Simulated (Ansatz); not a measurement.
# Single-point calculation of C₁₀N

- system: C₁₀N (slab, 11 atoms in the cell)
- method: DFT, PBE, dispersion d3bj, plane waves, PAW, no spin polarisation (Ansatz 0.2.0)

The structure derives from a Materials Project entry. Some settings of this run were made unusual or wrong on purpose.

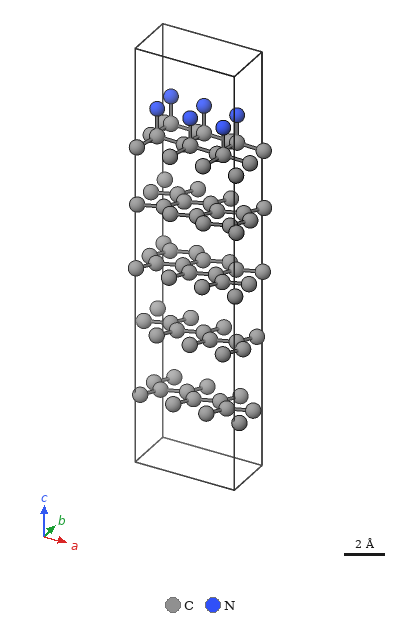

The structure (ball-and-stick view of the 3 × 2 repeat of the cell, with the vacuum cut short, seen slightly off an axis).

Outcome

| quantity | value |
| --- | --- |
| outcome | converged |
| electrons treated | 45 |
| free energy | −2810.3459 eV |
| Fermi energy | 2.848 eV |
| gap on the k-point mesh | none (metallic) |
| largest force (length of the vector) | 1.993 eV/Å |
| hardware | 1 thread of Intel Xeon (Sapphire Rapids), 32 GiB of memory available, shared host |
| wall time | 4.5 s |
| peak memory | 0.33 GiB |

A setting was made wrong on purpose: a cutoff far too low (`basis.ecutwfc`). The plane-wave basis is far from complete, so energies, forces and above all the stress are wrong. The program still converged, but the numbers can't be taken as results for the intended system. The program warns: the cutoff is below the recommended one; the density in the vacuum is higher than it should be, so vacuum levels may be off.

Input file
```yaml
crystal:
  lattice:
    - [2.4655379968, 0.0, 0.0]
    - [-1.2327689984, 2.1341461181, 0.0]
    - [0.0, 0.0, 32.5979680033]
  atoms:
    - { symbol: C, position: [0.0833101796, 0.1666203592, 0.2607524494] }
    - { symbol: C, position: [0.4166898204, 0.8333796408, 0.2607524494] }
    - { symbol: C, position: [0.5833101796, 0.1666203592, 0.3650391026] }
    - { symbol: C, position: [0.9166898204, 0.8333796408, 0.3650391026] }
    - { symbol: C, position: [0.0135134803, 0.0270269606, 0.4685002703] }
    - { symbol: C, position: [0.3469679352, 0.6939358704, 0.4685032121] }
    - { symbol: C, position: [0.7000558641, 0.4001117282, 0.5716859774] }
    - { symbol: C, position: [1.0333933507, 1.0667867014, 0.5718284937] }
    - { symbol: C, position: [0.0291100226, 0.0582200453, 0.6650130677] }
    - { symbol: C, position: [0.3624272403, 0.7248544806, 0.6748516468] }
    - { symbol: "N", position: [0.3624620917, 0.7249241835, 0.719489464] }
basis:
  ecutwfc: "120 eV"
kpoints:
  mp_grid: { grid: [12, 12, 1] }
hamiltonian:
  xc: pbe
  dispersion: d3bj
scf:
  occupations: { method: gaussian, width: 0.1 }
  max_iter: 50
output:
  forces: true
  eigenvalues: true
efield:
  axis: 3
  dipole_correction: true
  ramp_width: 0.04
```

Command:
```bash
ansatz run input.yaml --threads 1 --pin off --max-ram 2560MiB --backend cpu --events-out ev --progress --plain --runs-dir out
```

What the program printed
```
Warning: basis.ecutwfc = 120 eV is below the records' recommended 420 eV, and the density's cutoff is lower with it unless basis.ecutrho_ratio is high enough to keep the records' density cutoff: compare with a run at a higher cutoff
Engine: ansatz 0.2.0, x86_64-unknown-linux-gnu
Pseudopotentials: kind: paw
Pseudopotential: C, paw, valence charge 4, recommended cutoff 420 eV (normal), C.paw.azcp
Pseudopotential: N, paw, valence charge 5, recommended cutoff 420 eV (normal), N.paw.azcp
Functional definition: PBE
  parameter kappa = 0.804
  parameter beta = 0.06672455060314922
  exchange = pbe_x(kappa = kappa, mu = beta*pi^2/3)
  correlation = pbe_c(beta = beta)
Crystal: 11 atoms, lattice volume = 171.525 Å³
Basis set: ecut = 120 eV, 503 PW (Γ), exchange–correlation on 18×18×240 points (8 copies of the dense FFT grid, shifted against one another)
Bands: 34, of which v1, the nominal top of the filled ones, is band 23 counted from 1 (22 counted from 0)
Symmetry: 2 space group operations
Space group: Cm (ITA 8), of the structure as read, at distance tolerance 5.6e-5 Å
k-points: 43 of 144 (time reversal used)
Non-local potential: C, projectors of the file, l = 0: 2, l = 1: 2, l = 2: 1
Non-local potential: N, projectors of the file, l = 0: 2, l = 1: 2, l = 2: 1
PAW form: soft (Blöchl's): semilocal exchange-correlation on the pseudo side does not see the compensation charge
PAW one-centre angular grid: C, 110 points (default); XC on 64 Gauss nodes
PAW one-centre angular grid: N, 110 points (default); XC on 64 Gauss nodes
Initial density: superposition of atomic densities (neutral atoms: chi_scale 0, normalization atom), corrected by the library's trained network
Initial wavefunctions: pseudopotential atomic-orbital guess
Functional: x = pbe(κ = 0.804, μ = 0.2195149727645171), c = pbe(β = 0.06672455060314922)
SCF iter   1: F=—  HF=-2816.807787 eV  |F-HF|=—  |Δ(HF+E_count)|=         —  Δρ=1.29e-1  dr2=2.68e1  ethr=1.77e-3  p=-0.075 e·Å  D=-7.90e-2 V/Å  ΔV_dip=2.57 eV  dr2_dipole=6.54e0  V_vac-E_F(+/−)=3.77/1.20 eV  ⟨swp⟩=12.3  Hψ=10215  notcnv=0  defer=33
efield: sawtooth ramp at fractional position 0.9701 (placed from the atoms, in the widest stretch of the axis that holds none; the zero of the levels goes with the place), width 0.0400; the density the first Hamiltonian is built on has a dipole p = -0.075 e·Å; the dipole correction subtracts the counter field D = -7.90e-2 V/Å, which shifts the + side's vacuum level by +2.57 eV against the − side's; the planar-averaged density in the ramp window peaks in size at 1.6e-4 e/Å³
preconditioner: auto → LDOS  [metal: Δε(μ)=0.056 eV  Ē_g=15.107 eV  σ=0.100 eV  W_gap=0.31  n_scr=22 (ndim 8)  ℏωp=19.0 eV  f_vac=0.443  D(μ)=1.22/eV (n_scr^D=10)  β→1.0]
SCF iter   2: F=—  HF=-2812.917547 eV  |F-HF|=—  |Δ(HF+E_count)|=    3.89e0  Δρ=6.29e-2  dr2=5.44e1  ethr=1.77e-3  p=-0.014 e·Å  D=-1.43e-2 V/Å  ΔV_dip=0.46 eV  dr2_dipole=2.67e1  V_vac-E_F(+/−)=5.35/4.90 eV  ⟨swp⟩=4.3  Hψ=4460  notcnv=0  defer=230  recentre
SCF iter   3: F=—  HF=-2810.539369 eV  |F-HF|=—  |Δ(HF+E_count)|=    2.38e0  Δρ=2.66e-2  dr2=1.02e0  ethr=1.77e-3  p=-0.050 e·Å  D=-5.30e-2 V/Å  ΔV_dip=1.73 eV  dr2_dipole=6.57e-2  V_vac-E_F(+/−)=5.70/3.98 eV  ⟨swp⟩=3.4  Hψ=3452  notcnv=0  defer=247
SCF iter   4: F=—  HF=-2810.351023 eV  |F-HF|=—  |Δ(HF+E_count)|=   1.88e-1  Δρ=3.21e-3  dr2=6.58e-2  ethr=1.77e-3  p=-0.043 e·Å  D=-4.52e-2 V/Å  ΔV_dip=1.47 eV  dr2_dipole=5.15e-3  V_vac-E_F(+/−)=5.76/4.29 eV  ⟨swp⟩=2.3  Hψ=2590  notcnv=0  defer=252
SCF iter   5: F=—  HF=-2810.354156 eV  |F-HF|=—  |Δ(HF+E_count)|=   3.13e-3  Δρ=2.19e-3  dr2=7.29e-2  ethr=1.46e-4  p=-0.044 e·Å  D=-4.66e-2 V/Å  ΔV_dip=1.52 eV  dr2_dipole=1.68e-2  V_vac-E_F(+/−)=5.72/4.20 eV  ⟨swp⟩=2.4  Hψ=2553  notcnv=0  defer=244
SCF iter   6: F=—  HF=-2810.345786 eV  |F-HF|=—  |Δ(HF+E_count)|=   8.37e-3  Δρ=6.72e-4  dr2=4.60e-3  ethr=1.46e-4  p=-0.038 e·Å  D=-4.06e-2 V/Å  ΔV_dip=1.32 eV  dr2_dipole=8.16e-4  V_vac-E_F(+/−)=5.68/4.36 eV  ⟨swp⟩=2.3  Hψ=2071  notcnv=0  defer=236
SCF iter   7: F=—  HF=-2810.346171 eV  |F-HF|=—  |Δ(HF+E_count)|=   3.85e-4  Δρ=2.48e-4  dr2=6.04e-4  ethr=1.02e-5  p=-0.039 e·Å  D=-4.16e-2 V/Å  ΔV_dip=1.36 eV  dr2_dipole=3.57e-4  V_vac-E_F(+/−)=5.65/4.30 eV  ⟨swp⟩=2.0  Hψ=1738  notcnv=0  defer=236
SCF iter   8: F=—  HF=-2810.346109 eV  |F-HF|=—  |Δ(HF+E_count)|=   6.17e-5  Δρ=8.66e-5  dr2=1.52e-4  ethr=1.34e-6  p=-0.039 e·Å  D=-4.11e-2 V/Å  ΔV_dip=1.34 eV  dr2_dipole=1.15e-4  V_vac-E_F(+/−)=5.65/4.31 eV  ⟨swp⟩=2.0  Hψ=1746  notcnv=0  defer=236
SCF iter   9: F=—  HF=-2810.346158 eV  |F-HF|=—  |Δ(HF+E_count)|=   4.95e-5  Δρ=4.42e-5  dr2=1.86e-5  ethr=3.37e-7  p=-0.039 e·Å  D=-4.10e-2 V/Å  ΔV_dip=1.34 eV  dr2_dipole=1.27e-5  V_vac-E_F(+/−)=5.64/4.31 eV  ⟨swp⟩=2.1  Hψ=1605  notcnv=0  defer=236
SCF iter  10: F=—  HF=-2810.345931 eV  |F-HF|=—  |Δ(HF+E_count)|=   2.27e-4  Δρ=3.16e-5  dr2=1.31e-6  ethr=4.13e-8  p=-0.039 e·Å  D=-4.09e-2 V/Å  ΔV_dip=1.33 eV  dr2_dipole=3.20e-9  V_vac-E_F(+/−)=5.64/4.31 eV  ⟨swp⟩=2.7  Hψ=2507  notcnv=0  defer=236
SCF iter  11: F=-2810.345933 eV  HF=-2810.345933 eV  |F-HF|=6.63e-8  |Δ(HF+E_count)|=   1.47e-6  Δρ=7.63e-6  dr2=9.92e-8  ethr=2.22e-10  p=-0.039 e·Å  D=-4.09e-2 V/Å  ΔV_dip=1.33 eV  dr2_dipole=2.63e-9  V_vac-E_F(+/−)=5.64/4.31 eV  ⟨swp⟩=17.7  Hψ=10856  notcnv=0
WARN: efield: at this solve's end the planar-averaged density reaches 1.63e-4 e/Å³ inside the ramp window [0.9394, 0.0408] (bound 1e-5 e/Å³); by the running means of the window's planes the mean density over a ramp is at most 1.17e-4 e/Å³, which is held to the bound (the quickstart, § The vacuum guard, A window that rings); the window's nearer edge stands 7.17 Å from this solve's nearest atom along the axis. Its work functions, free energy, forces, stress, dipole, levels and responses can be off, and this figure does not tell by how much. The cell may have no vacuum along `efield.axis`. A short vacuum, a low `basis.ecutwfc` or `basis.ecutrho_ratio` and negative occupations (`scf.occupations.method`) can put density there. See the manual's quickstart, § The vacuum guard
SCF 1 converged in 11 iterations: F = -2810.345933 eV  dr2 = 9.92e-8
  greatest PAW one-centre occupation: 0.910 electrons in one spin orbital (limit 2), on the N atom at site 10 (counted from 0), in its partial waves of l = 0
```

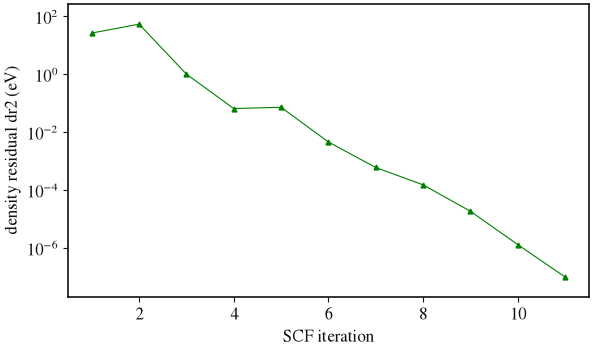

Convergence of the self-consistent field: density residual dr2 against the SCF iteration. The residual comes down, with one marked jump up, by a factor of about 2, at step 2.

```
SCF converged after 11 iterations
Free energy (F): -2810.345933 eV
Harris-Foulkes:  -2810.345933 eV  (|F-HF|=6.63e-8)
Internal energy: -2810.340060 eV  (E = F + TS)
E sigma→0 (E₀):  -2810.342996 eV
Entropy (-TS):   -0.005873 eV (-0.534 meV/atom)
Fermi energy:    2.847998 eV
Dipole field:    D = -0.040968 V/Å  (p = -0.038833 e·Å, saw-weighted, corrected)
Work function:   Φ+ = 5.6454 eV (in doubt: plateau slope 2.6e-2 eV/Å)   Φ− = 4.3136 eV (in doubt: plateau slope 2.4e-2 eV/Å)
Levels:          The Fermi level and band energies are counted from a zero that moves with the ramp; work functions are not
Vacuum region:   at the solve's end the planar-averaged density reaches 1.63e-4 e/Å³ inside the ramp window [0.9394, 0.0408] (bound 1e-5 e/Å³); by the running means of the window's planes the mean density over a ramp is at most 1.17e-4 e/Å³, which is held to the bound (the quickstart, § The vacuum guard, A window that rings)
--- Per-component energies (eV) ---
  E_band       = -354.276356
  E_kinetic    = 999.150394
  E_local      = -40150.742729  (includes V_loc(G=0)·N_el)
  E_nonlocal   = 230.604324
  E_hartree    = 19648.417446
  E_xc         = -558.876966
  E_vxc        = -695.937141  (∫ρ·V_xc dr)
  E_paw        = -1075.381715  (= ΣΔE_a)
  E_vpaw       = -34.512190  (= ΣTr[D̂ρ^β])
  E_aug_tail   = 0.002993  (compensation charges beyond the density's cutoff)
  E_efield     = 0.000795  (sawtooth field / dipole correction)
  E_vefield    = 0.308569  (∫n·V_field dr)
  E_ewald      = 18098.052913
  E_disp       = -1.567515  (pairwise vdW)
  E_smearing   = -0.005873  (= −TS)
  E_closure    = -0.000000  (closes the sum)
  Σ components = -2810.345933   (vs F -2810.345933, Δ=0.00e0)
--- Forces (eV/Å), atoms counted from 1 ---
  atom   1  C      0.00000000    -0.02473406    -0.01811099
  atom   2  C      0.00000000     0.02343476    -0.01689425
  atom   3  C      0.00000000     0.01237032    -0.06418565
  atom   4  C      0.00000000    -0.02280313     0.00828313
  atom   5  C      0.00000000     0.02577991    -0.01825863
  atom   6  C      0.00000000    -0.01495021    -0.02252260
  atom   7  C      0.00000000    -0.00945318     0.03387217
  atom   8  C      0.00000000     0.00750763    -0.17353368
  atom   9  C      0.00000000    -0.00587000    -0.98799738
  atom  10  C      0.00000000     0.00484816     1.99296690
  atom  11  N      0.00000000     0.00359313    -0.73340367
  max |Σ_I F_I| component: 2.77e-4 eV/Å
--- Band table (eV; the first three rows and the last of 43) ---
  k-point 0: bands = ["-22.9060", "-20.0652", "-19.5911", "-19.4876", "-19.3895", "-16.9823", "-7.0139", "-6.1678", "-5.7241", "-5.0750", "-4.5021", "-0.7786", "-0.7768", "-0.0185", "-0.0171", "0.4432", "0.4708", "0.5652", "0.5822", "0.5958", "0.6002", "1.8307", "5.6215", "5.9483", "5.9487", "6.4562", "6.9874", "7.5010", "7.9229", "8.7270", "9.2662", "9.5884", "9.6027", "9.8365"]
  k-point 1: bands = ["-22.7447", "-19.8871", "-19.4149", "-19.3119", "-19.2102", "-16.8450", "-6.9037", "-5.9436", "-5.4971", "-4.8632", "-4.3890", "-1.9542", "-1.2377", "-1.0751", "-0.5884", "-0.5401", "-0.4748", "-0.4241", "-0.0781", "0.0507", "0.1207", "1.9866", "5.2571", "5.8142", "5.8427", "6.6740", "7.2104", "7.7103", "8.1464", "8.9508", "9.4635", "9.7122", "10.4581", "10.5611"]
  k-point 2: bands = ["-22.2444", "-19.3504", "-18.8745", "-18.7718", "-18.6777", "-16.4398", "-6.4371", "-5.3737", "-4.9533", "-4.6484", "-4.2385", "-3.7693", "-3.6689", "-3.1936", "-3.0752", "-2.9934", "-2.1368", "-1.5114", "-1.0691", "-0.9098", "-0.8277", "1.6708", "3.7671", "5.7682", "6.5087", "7.3220", "7.8826", "8.2917", "8.7665", "9.0465", "9.6988", "9.8956", "10.1682", "10.3662"]
  k-point 42: bands = ["-19.1755", "-15.4612", "-14.9807", "-14.8817", "-14.7957", "-14.4322", "-10.7750", "-10.3273", "-9.8370", "-9.7406", "-9.7037", "-8.1020", "-7.2788", "-6.7998", "-6.7227", "-6.6152", "-3.4145", "-2.2969", "-1.0151", "-0.4789", "-0.0857", "0.4958", "0.9524", "3.5545", "5.1924", "5.3348", "5.8324", "6.8813", "10.5272", "11.4801", "11.7792", "12.4220", "12.8774", "13.1013"]
```
